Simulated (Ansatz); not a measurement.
Al$_{6}$N (slab)

The calculation's input:

```
crystal:
  lattice:
    - [2.8394270062, 0.0, 0.0]
    - [0.0, 4.0155561815, 0.0]
    - [0.0, 0.0, 26.0985675155]
  atoms:
    - { symbol: Al, position: [0.5, 0.5, 0.3256883733] }
    - { symbol: Al, position: [0.0, 0.0, 0.3800865123] }
    - { symbol: Al, position: [0.5, 0.5, 0.4344846513] }
    - { symbol: Al, position: [0.0, 0.0, 0.4863154555] }
    - { symbol: Al, position: [0.5, 0.5, 0.5431153486] }
    - { symbol: Al, position: [0.0, 0.0, 0.5914115929] }
    - { symbol: "N", position: [0.0, 0.0, 0.664978849] }
basis:
  ecutwfc: 420
kpoints:
  mp_grid: { grid: [10, 7, 1] }
hamiltonian:
  xc: pbesol
scf:
  occupations: { method: gaussian, width: 0.1 }
output:
  forces: true
  eigenvalues: true
  write_density: true
  write_potential: true
  elf: true
  volumetric_format: npy
relax:
  adjacent_minimum: "off"
  f_tol: 0.03
  max_steps: 70
  constraints: [{ sites: [0, 1, 2] }]
efield:
  axis: 3
  dipole_correction: true
  ramp_width: 0.04
```

Run with:

```sh
ansatz run input.yaml --threads 1 --pin off --max-ram 2560MiB --backend cpu --events-out ev --progress --plain --runs-dir out
```

The fields are those of the relaxed geometry.

Computed without spin polarisation.

Computed with DFT PBEsol, scalar-relativistic, plane waves, PAW (Ansatz 0.2.0).

Predict the valence pseudo-density and electron localisation function between the atoms.

Answer. Al–N (1.79 Å): the density is about 0.82 e/Å³ at the midpoint; the ELF peaks at about 0.90 in the valence shell of N, 0.7 Å from its nucleus, and is about 0.85 at the midpoint.

Does the calculation give a band gap?

Answer. It is gapless in this calculation (a metal or semimetal).

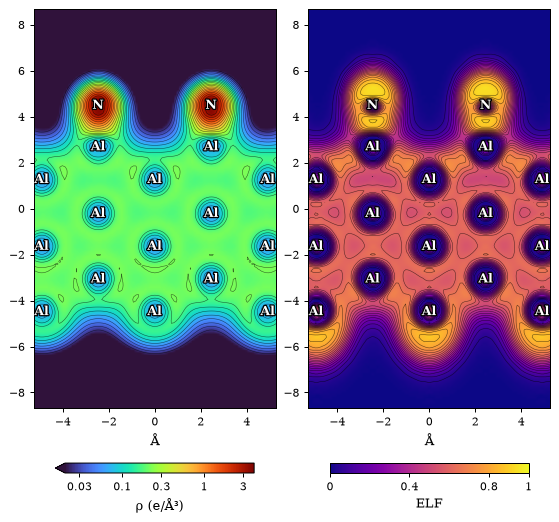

Computed valence pseudo-density and electron localisation function on the (11̄0) plane of the calculation cell, a cut from vacuum to vacuum, in this order. 

The density is the valence pseudo-density of a PAW calculation; it isn't the true density close to the nuclei.
